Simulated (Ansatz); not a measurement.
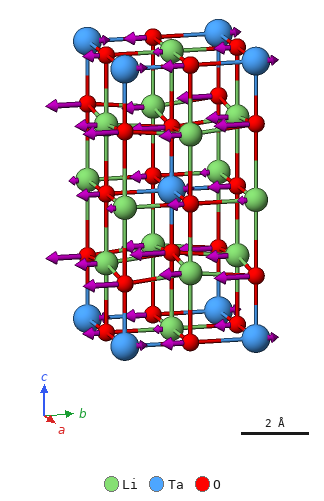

One vibrational mode of solid Li₃TaO₄ at the zone centre. The purple arrows are the displacements of the atoms (eigenvector over the root of the mass), of arbitrary overall length and sign. The picture is a ball-and-stick view of the conventional cell (2 times the calculation's cell), seen slightly off an axis. Lengths and directions refer to the drawn axes.

Computed with Ansatz, DFT PBEsol, scalar-relativistic, plane waves, PAW. (plane-wave cutoff 420 eV; k-point mesh 10 × 10 × 10; occupations gaussian; smearing width 0.05 eV; no spin polarisation)

Frequencies are those without the non-analytic (LO–TO) term.

Q: Give the symmetry, activity and frequency of this mode.

A: This is the E_u mode (doubly degenerate; one member of the set is drawn) at 77 cm⁻¹, optical level 2 of 14, counted from below (1 lower level is imaginary, so the structure is unstable), infrared-active by symmetry. All motion is along b; the kinetic energy is shared as O 61 %, Ta 30 %, Li 9 %.
